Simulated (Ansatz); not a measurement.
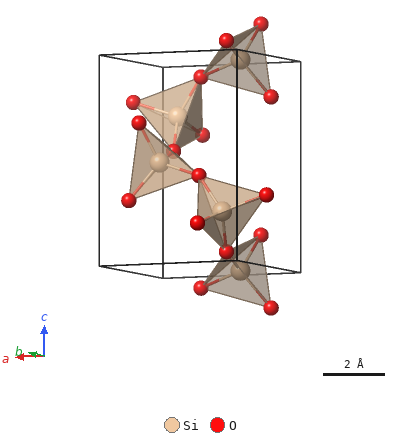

**Figure 1.** The input geometry (polyhedral view of the cell of the calculation, seen at an oblique angle; polyhedra are completed across the faces of the cell).

Run report: SiO$_{2}$, field-gradient calculation

System: SiO$_{2}$ (12 atoms in the cell).
Method: DFT, PBE, plane waves, PAW, no spin polarisation (Ansatz 0.2.0).

The structure derives from an entry of the Crystallography Open Database. Figures and captions count atoms from 1; the log counts them from 0 in places.

## Input file
```yaml
crystal:
  lattice:
    - [4.982, 0.0, 0.0]
    - [0.0, 4.982, 0.0]
    - [0.0, 0.0, 6.963]
  atoms:
    - { symbol: Si, position: [0.29897, 0.29897, 0.0] }
    - { symbol: Si, position: [0.20103, 0.79897, 0.25] }
    - { symbol: Si, position: [0.70103, 0.70103, 0.5] }
    - { symbol: Si, position: [0.79897, 0.20103, 0.75] }
    - { symbol: O, position: [0.23989, 0.10347, 0.17813] }
    - { symbol: O, position: [0.39653, 0.73989, 0.42813] }
    - { symbol: O, position: [0.76011, 0.89653, 0.67813] }
    - { symbol: O, position: [0.60347, 0.26011, 0.92813] }
    - { symbol: O, position: [0.73989, 0.39653, 0.57187] }
    - { symbol: O, position: [0.89653, 0.76011, 0.32187] }
    - { symbol: O, position: [0.26011, 0.60347, 0.07187] }
    - { symbol: O, position: [0.10347, 0.23989, 0.82187] }
kpoints:
  mp_grid: { grid: [8, 8, 6] }
scf:
  occupations: { method: fermi_dirac, width: 0.02 }
hamiltonian:
  xc: pbe
  pseudopotentials: { kind: paw }
output:
  forces: true
  stress: true
  populations: true
  efg: { quadrupole_moments_barn: { O: -0.02558 }, contact_densities: true }
  write_density: true
  write_potential: true
  elf: true
  volumetric_format: npy
```

Run on 1 thread of an Arm (aarch64) CPU, shared host.

Launch command:
```bash
ansatz run input.yaml --threads 1 --pin off --max-ram 2560MiB --backend cpu --events-out ev --progress --plain --runs-dir out
```

## The program's output
```
Engine: ansatz 0.2.0, aarch64-unknown-linux-gnu
Pseudopotentials: kind: paw
Pseudopotential: Si, paw, valence charge 4, recommended cutoff 420 eV (normal), Si.paw.azcp
Pseudopotential: O, paw, valence charge 6, recommended cutoff 420 eV (normal), O.paw.azcp
Functional definition: PBE
  parameter kappa = 0.804
  parameter beta = 0.06672455060314922
  exchange = pbe_x(kappa = kappa, mu = beta*pi^2/3)
  correlation = pbe_c(beta = beta)
Crystal: 12 atoms, lattice volume = 172.824 Å³
Basis set: ecut = 420 eV, 3387 PW (Γ), exchange–correlation on 72×72×96 points (8 copies of the dense FFT grid, shifted against one another)
Bands: 44, of which v1, the nominal top of the filled ones, is band 32 counted from 1 (31 counted from 0)
Symmetry: 8 space group operations
Space group: P41212 (ITA 92), of the structure as read, at distance tolerance 5.6e-5 Å
k-points: 60 of 384 (time reversal used)
Non-local potential: Si, projectors of the file, l = 0: 2, l = 1: 2, l = 2: 2
Non-local potential: O, projectors of the file, l = 0: 2, l = 1: 2, l = 2: 1
PAW form: soft (Blöchl's): semilocal exchange-correlation on the pseudo side does not see the compensation charge
PAW one-centre angular grid: Si, 110 points (default); XC on 64 Gauss nodes
PAW one-centre angular grid: O, 110 points (default); XC on 64 Gauss nodes
Initial density: superposition of atomic densities (neutral atoms: chi_scale 0, normalization atom), corrected by the library's trained network
Initial wavefunctions: pseudopotential atomic-orbital guess
Functional: x = pbe(κ = 0.804, μ = 0.2195149727645171), c = pbe(β = 0.06672455060314922)
SCF iter   1: F=—  HF=-7096.245266 eV  |F-HF|=—  |Δ(HF+E_count)|=         —  Δρ=9.78e-4  dr2=4.50e-4  ethr=1.77e-3  ⟨swp⟩=7.3  Hψ=13776  notcnv=0  defer=34
preconditioner: auto → Resta (q_TF=auto, 2.312 Å⁻¹)  ε∞=2.8  [insulator: Δε(μ)=5.756 eV  Ē_g=16.800 eV  σ=0.020 eV  W_gap=1.00  n_scr=36 (ndim 8)  ℏωp=22.6 eV  f_vac=0.232  D(μ)=0.00/eV (n_scr^D=0)  ε∞_Penn≈2.8]
SCF iter   2: F=—  HF=-7096.248545 eV  |F-HF|=—  |Δ(HF+E_count)|=   3.28e-3  Δρ=5.13e-4  dr2=1.29e-4  ethr=7.03e-7  ⟨swp⟩=2.9  Hψ=6073  notcnv=0  defer=316
SCF iter   3: F=—  HF=-7096.249465 eV  |F-HF|=—  |Δ(HF+E_count)|=   9.21e-4  Δρ=1.74e-4  dr2=2.96e-5  ethr=2.02e-7  ⟨swp⟩=2.0  Hψ=4575  notcnv=0  defer=316
SCF iter   4: F=—  HF=-7096.250031 eV  |F-HF|=—  |Δ(HF+E_count)|=   5.66e-4  Δρ=3.97e-5  dr2=1.26e-6  ethr=4.62e-8  ⟨swp⟩=2.0  Hψ=3776  notcnv=0  defer=316
SCF iter   5: F=—  HF=-7096.250033 eV  |F-HF|=—  |Δ(HF+E_count)|=   1.53e-6  Δρ=1.74e-5  dr2=2.96e-7  ethr=1.97e-9  ⟨swp⟩=3.0  Hψ=4378  notcnv=0  defer=316
SCF iter   6: F=-7096.250033 eV  HF=-7096.250033 eV  |F-HF|=6.73e-9  |Δ(HF+E_count)|=   5.44e-7  Δρ=1.76e-6  dr2=4.11e-9  ethr=1.56e-10  ⟨swp⟩=16.7  Hψ=20462  notcnv=0
SCF 1 converged in 6 iterations: F = -7096.250033 eV  dr2 = 4.11e-9
  greatest PAW one-centre occupation: 0.863 electrons in one spin orbital (limit 2), on the O atom at site 11 (counted from 0), in its partial waves of l = 0
```

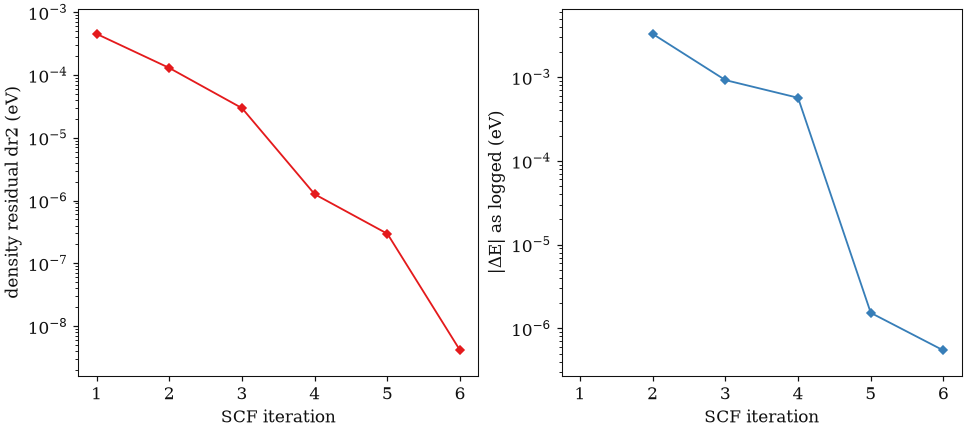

**Figure 2.** Convergence of the self-consistent field: density residual dr2 and size of the energy change against the SCF iteration. The residual falls at every step.

```
SCF converged after 6 iterations
Free energy (F): -7096.250033 eV
Harris-Foulkes:  -7096.250033 eV  (|F-HF|=6.73e-9)
Internal energy: -7096.250033 eV  (E = F + TS)
E sigma→0 (E₀):  -7096.250033 eV
Fermi energy:    4.234216 eV
--- Per-component energies (eV) ---
  E_band       = -357.986680
  E_kinetic    = 1614.941942
  E_local      = -4548.951946  (includes V_loc(G=0)·N_el)
  E_nonlocal   = 482.290116
  E_hartree    = 1675.482181
  E_xc         = -818.109377
  E_vxc        = -949.670079  (∫ρ·V_xc dr)
  E_paw        = -3326.094430  (= ΣΔE_a)
  E_vpaw       = -307.582672  (= ΣTr[D̂ρ^β])
  E_aug_tail   = 0.020893  (compensation charges beyond the density's cutoff)
  E_ewald      = -2175.829413
  E_smearing   = -0.000000  (= −TS)
  E_closure    = 0.000000  (closes the sum)
  Σ components = -7096.250033   (vs F -7096.250033, Δ=0.00e0)
--- Forces (eV/Å), atoms counted from 1 ---
  atom   1  Si     0.09954033     0.09954033     0.00000000
  atom   2  Si    -0.09954033     0.09954033    -0.00000000
  atom   3  Si    -0.09954033    -0.09954033     0.00000000
  atom   4  Si     0.09954033    -0.09954033    -0.00000000
  atom   5  O     -0.07895788     0.09386589     0.39038032
  atom   6  O     -0.09386589    -0.07895788     0.39038032
  atom   7  O      0.07895788    -0.09386589     0.39038032
  atom   8  O      0.09386589     0.07895788     0.39038032
  atom   9  O     -0.07895788    -0.09386589    -0.39038032
  atom  10  O     -0.09386589     0.07895788    -0.39038032
  atom  11  O      0.07895788     0.09386589    -0.39038032
  atom  12  O      0.09386589    -0.07895788    -0.39038032
  max |Σ_I F_I| component: 1.11e-16 eV/Å
--- Stress (GPa, compression-positive) ---
        6.077245       0.000000      -0.000000
        0.000000       6.077245       0.000000
       -0.000000      -0.000000       6.725299
  P = ⅓ Tr σ = 6.2933 GPa (62.933 kbar)
--- PAW observables at the nuclei: V_zz in 10²¹ V/m², potentials from the cell's mean, atoms counted from 1 ---
  atom   1  Si V_zz =    -0.265449   η = 0.6041   by run symmetry: allowed
            electrostatic potential = -1353.746384 V   contact ρ = 12801.208452 e/Å³
  atom   2  Si V_zz =    -0.265449   η = 0.6041   by run symmetry: allowed
            electrostatic potential = -1353.746384 V   contact ρ = 12801.208452 e/Å³
  atom   3  Si V_zz =    -0.265449   η = 0.6041   by run symmetry: allowed
            electrostatic potential = -1353.746384 V   contact ρ = 12801.208452 e/Å³
  atom   4  Si V_zz =    -0.265449   η = 0.6041   by run symmetry: allowed
            electrostatic potential = -1353.746384 V   contact ρ = 12801.208452 e/Å³
  atom   5  O  V_zz =    +9.193796   η = 0.1384   by run symmetry: allowed   C_q = -5.6866 MHz
            electrostatic potential = -617.996043 V   contact ρ = 2153.409569 e/Å³
  atom   6  O  V_zz =    +9.193796   η = 0.1384   by run symmetry: allowed   C_q = -5.6866 MHz
            electrostatic potential = -617.996043 V   contact ρ = 2153.409569 e/Å³
  atom   7  O  V_zz =    +9.193796   η = 0.1384   by run symmetry: allowed   C_q = -5.6866 MHz
            electrostatic potential = -617.996043 V   contact ρ = 2153.409569 e/Å³
  atom   8  O  V_zz =    +9.193796   η = 0.1384   by run symmetry: allowed   C_q = -5.6866 MHz
            electrostatic potential = -617.996043 V   contact ρ = 2153.409569 e/Å³
  atom   9  O  V_zz =    +9.193796   η = 0.1384   by run symmetry: allowed   C_q = -5.6866 MHz
            electrostatic potential = -617.996043 V   contact ρ = 2153.409569 e/Å³
  atom  10  O  V_zz =    +9.193796   η = 0.1384   by run symmetry: allowed   C_q = -5.6866 MHz
            electrostatic potential = -617.996043 V   contact ρ = 2153.409569 e/Å³
  atom  11  O  V_zz =    +9.193796   η = 0.1384   by run symmetry: allowed   C_q = -5.6866 MHz
            electrostatic potential = -617.996043 V   contact ρ = 2153.409569 e/Å³
  atom  12  O  V_zz =    +9.193796   η = 0.1384   by run symmetry: allowed   C_q = -5.6866 MHz
            electrostatic potential = -617.996043 V   contact ρ = 2153.409569 e/Å³
--- Band table (eV; the first three rows and the last of 60) ---
  k-point 0: bands = ["-18.1396", "-17.2332", "-17.2332", "-16.0574", "-16.0061", "-16.0025", "-15.9899", "-15.9899", "-8.1928", "-6.0688", "-6.0688", "-4.4689", "-4.3454", "-4.3454", "-3.8530", "-3.6869", "-1.6282", "-1.6095", "-1.6095", "-1.0543", "-0.9667", "-0.6955", "-0.4765", "-0.4331", "-0.4331", "0.0353", "0.0353", "0.1483", "0.6890", "1.0758", "1.0758", "1.3476", "7.1089", "10.2291", "10.2291", "10.6380", "10.6380", "11.0594", "11.3794", "12.5370", "12.5370", "12.5378", "12.7742", "12.9012"]
  k-point 1: bands = ["-18.1113", "-17.4855", "-16.9643", "-16.1054", "-16.0052", "-16.0013", "-15.9921", "-15.9896", "-8.1129", "-6.5805", "-5.5859", "-4.5095", "-4.3427", "-4.2868", "-3.9020", "-3.7352", "-1.6011", "-1.5991", "-1.5486", "-1.0249", "-0.9317", "-0.6863", "-0.5586", "-0.4708", "-0.4484", "-0.2329", "0.2083", "0.3315", "0.7093", "0.9714", "1.0760", "1.2959", "7.2656", "9.7885", "10.4133", "10.5751", "10.9519", "11.0901", "11.2882", "12.4025", "12.4621", "12.6360", "12.6759", "12.7860"]
  k-point 2: bands = ["-18.0275", "-17.7082", "-16.6953", "-16.2416", "-16.0029", "-15.9984", "-15.9955", "-15.9914", "-7.8823", "-7.0797", "-5.1704", "-4.6335", "-4.2782", "-4.1743", "-4.0226", "-3.8614", "-1.5599", "-1.5468", "-1.4003", "-1.0030", "-0.8623", "-0.6660", "-0.6505", "-0.5830", "-0.5046", "-0.4373", "0.3563", "0.6276", "0.7694", "0.7819", "0.9989", "1.1494", "7.7034", "9.0832", "10.5543", "10.9516", "11.0995", "11.1410", "11.2111", "12.0476", "12.1894", "12.3793", "12.7599", "12.9595"]
  k-point 59: bands = ["-17.1959", "-17.1959", "-17.1959", "-17.1959", "-16.0681", "-16.0681", "-16.0681", "-16.0681", "-6.0865", "-6.0865", "-6.0865", "-6.0865", "-3.7357", "-3.7357", "-3.7357", "-3.7357", "-1.6480", "-1.6480", "-1.6480", "-1.6480", "-0.9027", "-0.9027", "-0.9027", "-0.9027", "-0.0052", "-0.0052", "-0.0052", "-0.0052", "0.7139", "0.7139", "0.7139", "0.7139", "10.6400", "10.6400", "10.6400", "10.6400", "11.2294", "11.2294", "11.2294", "11.2294", "11.8297", "11.8297", "11.8297", "11.8297"]
--- Löwdin populations: 12 sites ---
  site symbol       q [e]
     0     Si      2.1837
     1     Si      2.1837
     2     Si      2.1837
     3     Si      2.1837
     4      O      6.7987
     5      O      6.7987
     6      O      6.7987
     7      O      6.7987
     8      O      6.7987
     9      O      6.7987
    10      O      6.7987
    11      O      6.7987
  spilling = 0.013683 (of n_electrons = 64.000000)
```

## File populations.tsv
```
# site	symbol	l	j	q
# orbitals = lowdin
# n_electrons = 64.000000
# spilling = 0.013683
0	Si	0_3S	-	0.680529
0	Si	1_3P	-	1.503134
1	Si	0_3S	-	0.680529
1	Si	1_3P	-	1.503134
2	Si	0_3S	-	0.680529
2	Si	1_3P	-	1.503134
3	Si	0_3S	-	0.680529
3	Si	1_3P	-	1.503134
4	O	0_2S	-	1.595350
4	O	1_2P	-	5.203351
5	O	0_2S	-	1.595350
5	O	1_2P	-	5.203351
6	O	0_2S	-	1.595350
6	O	1_2P	-	5.203351
7	O	0_2S	-	1.595350
7	O	1_2P	-	5.203351
8	O	0_2S	-	1.595350
8	O	1_2P	-	5.203351
9	O	0_2S	-	1.595350
9	O	1_2P	-	5.203351
10	O	0_2S	-	1.595350
10	O	1_2P	-	5.203351
11	O	0_2S	-	1.595350
11	O	1_2P	-	5.203351
```

## File v_z.tsv
```
# z_ang	v_es[eV]	v_tot[eV]
# format = ansatz-planar-average/11
# xc	pbe
# density_cutoff_ev	1680
# datasets	Si=:simpson_from_first_knot:soft	O=:simpson_from_first_knot:soft
# lattice	4.982000000	0.000000000	0.000000000
# lattice	0.000000000	4.982000000	0.000000000
# lattice	0.000000000	0.000000000	6.963000000
# sites	12
# site	14	1.489468540	1.489468540	0.000000000
# site	14	1.001531460	3.980468540	1.740750000
# site	14	3.492531460	3.492531460	3.481500000
# site	14	3.980468540	1.001531460	5.222250000
# site	8	1.195131980	0.515487540	1.240319190
# site	8	1.975512460	3.686131980	2.981069190
# site	8	3.786868020	4.466512460	4.721819190
# site	8	3.006487540	1.295868020	6.462569190
# site	8	3.686131980	1.975512460	3.981930810
# site	8	4.466512460	3.786868020	2.241180810
# site	8	1.295868020	3.006487540	0.500430810
# site	8	0.515487540	1.195131980	5.722680810
0.000000	7.246753e-1	-7.678028e0
0.145062	8.839402e-1	-7.489494e0
0.290125	1.103938e0	-7.223409e0
0.435188	1.522595e0	-6.745504e0
0.580250	2.104938e0	-6.132394e0
0.725313	2.455929e0	-5.825824e0
0.870375	2.588260e0	-5.726247e0
1.015437	2.455929e0	-5.825824e0
1.160500	2.104938e0	-6.132394e0
1.305562	1.522595e0	-6.745504e0
1.450625	1.103938e0	-7.223409e0
1.595687	8.839402e-1	-7.489494e0
1.740750	7.246753e-1	-7.678028e0
1.885812	8.839402e-1	-7.489494e0
2.030875	1.103938e0	-7.223409e0
2.175937	1.522595e0	-6.745504e0
2.321000	2.104938e0	-6.132394e0
2.466063	2.455929e0	-5.825824e0
2.611125	2.588260e0	-5.726247e0
2.756187	2.455929e0	-5.825824e0
2.901250	2.104938e0	-6.132394e0
3.046312	1.522595e0	-6.745504e0
3.191375	1.103938e0	-7.223409e0
3.336438	8.839402e-1	-7.489494e0
3.481500	7.246753e-1	-7.678028e0
3.626563	8.839402e-1	-7.489494e0
3.771625	1.103938e0	-7.223409e0
3.916688	1.522595e0	-6.745504e0
4.061750	2.104938e0	-6.132394e0
4.206812	2.455929e0	-5.825824e0
4.351875	2.588260e0	-5.726247e0
4.496938	2.455929e0	-5.825824e0
4.642000	2.104938e0	-6.132394e0
4.787063	1.522595e0	-6.745504e0
4.932125	1.103938e0	-7.223409e0
5.077187	8.839402e-1	-7.489494e0
5.222250	7.246753e-1	-7.678028e0
5.367313	8.839402e-1	-7.489494e0
5.512375	1.103938e0	-7.223409e0
5.657438	1.522595e0	-6.745504e0
5.802500	2.104938e0	-6.132394e0
5.947563	2.455929e0	-5.825824e0
6.092625	2.588260e0	-5.726247e0
6.237688	2.455929e0	-5.825824e0
6.382750	2.104938e0	-6.132394e0
6.527813	1.522595e0	-6.745504e0
6.672875	1.103938e0	-7.223409e0
6.817938	8.839402e-1	-7.489494e0
```

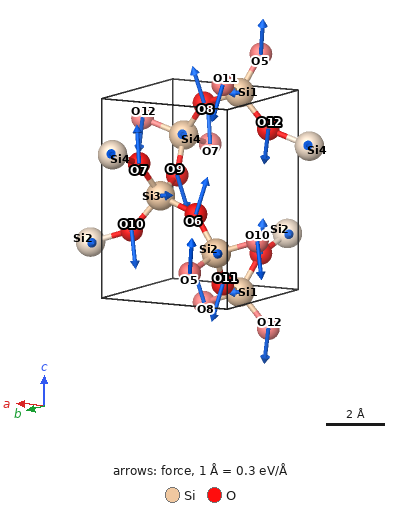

**Figure 3.** Forces on the atoms as blue arrows (ball-and-stick view of the cell of the calculation, seen at an oblique angle; neighbours outside the cell are drawn fainter; atoms are numbered from 1 in the order of the input). The largest act on all 8 O atoms (0.41 eV/Å); all 4 Si atoms (0.14 eV/Å). The geometry is not a stationary point of this energy.

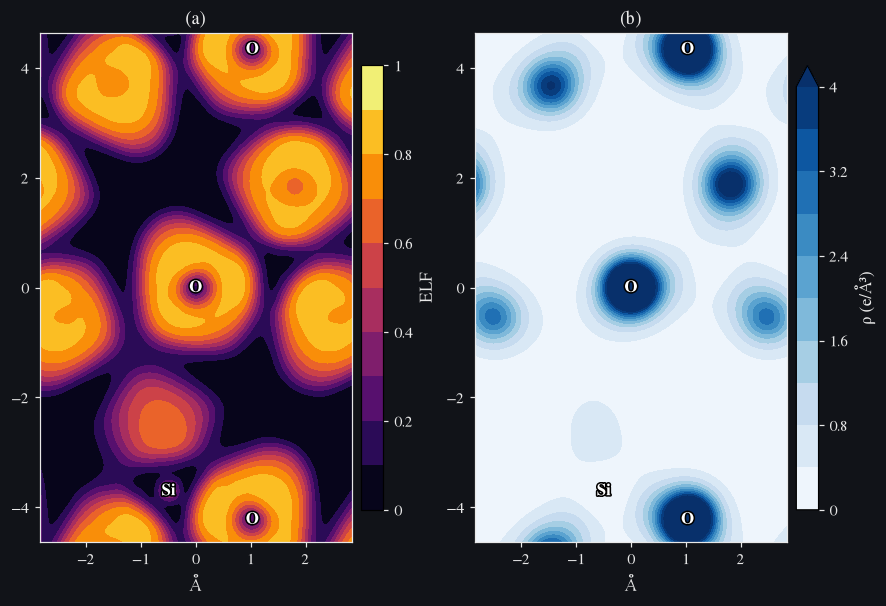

**Figure 4.** (a) ELF; (b) valence pseudo-density on the (101) plane of the conventional cell. The section cuts through Si and O sites. Si–O (1.61 Å): ρ at the midpoint is about 1.3 e/Å³; the ELF peaks at about 0.85 between the atoms, which marks a shared but strongly polarised pair. Away from the nuclei the density in this plane falls to 0.007 e/Å³ at its lowest. Core electrons are frozen (PAW), so the fields are smoothed inside the atomic spheres.

## Key numbers

```json
{"quantity": "outcome", "value": "converged"}
{"quantity": "space group (tolerance 0.01 Å)", "value": "P4₁2₁2 (92)"}
{"quantity": "electrons treated", "value": "64"}
{"quantity": "free energy", "value": "−7096.2500 eV"}
{"quantity": "Fermi energy", "value": "4.234 eV"}
{"quantity": "gap on the k-point mesh", "value": "5.76 eV"}
{"quantity": "pressure", "value": "6.29 GPa"}
{"quantity": "field gradient V_zz (10²¹ V/m²)", "value": "Si −0.27, Si −0.27, Si −0.27, Si −0.27, O 9.19, O 9.19, O 9.19, O 9.19 (the first 8 of 12 sites)"}
{"quantity": "largest force (length of the vector)", "value": "0.409 eV/Å"}
{"quantity": "wall time", "value": "73 s"}
{"quantity": "peak memory", "value": "0.55 GiB"}
```

Settings chosen away from the usual ones: kpoints.mp_grid.grid = [8, 8, 6]. The cell is under a pressure of 6.3 GPa at this level, so it is not at its equilibrium volume.
